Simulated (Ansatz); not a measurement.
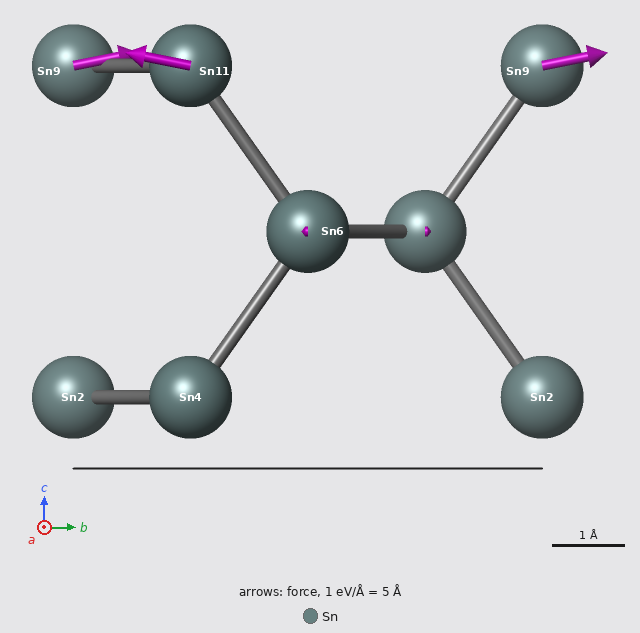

Starting geometry of a slab of composition Sn (cut from the Fd-3m phase) with the computed forces as purple arrows. A ball-and-stick model of the cell of the calculation, outlined in the plane, without the vacuum, seen along the a axis.

Case: clean slab, lower planes held. The slab is the (1 1 0) face of Sn. 4 atoms are held fixed.

Method: DFT PBE+D3(BJ), scalar-relativistic, plane waves, PAW (Ansatz 0.2.0). Settings: plane-wave cutoff 420 eV; k-point mesh 2 × 3 × 1; occupations gaussian; smearing width 0.1 eV; no spin polarisation; dipole correction; atoms relaxed in a fixed cell; force threshold 0.03 eV/Å; at most 70 steps.

Question: What follows when this structure is relaxed?

Answer: It isn't relaxed: the largest force vector, on Sn atoms, is 0.19 eV/Å. The final displacements follow the starting forces only in part (cosine between the two patterns 0.71). The energy falls by 10.0 meV per cell of the calculation in 2 accepted moves (3 points after the start). The largest force component goes from 0.18 to 0.0057 eV/Å. 1 step only repeated the SCF at the same geometry. The largest moves, 0.030 Å, are those of Sn atoms. The cell stays as it was. Among the contacts that change: Sn–Sn 2.846 → 2.822 Å, Sn–Sn 2.846 → 2.856 Å. Cost: 34 s on 4 threads of Intel(R) Xeon(R) Platinum 8488C (Sapphire Rapids) (shared host), peak memory 2.1 GiB.
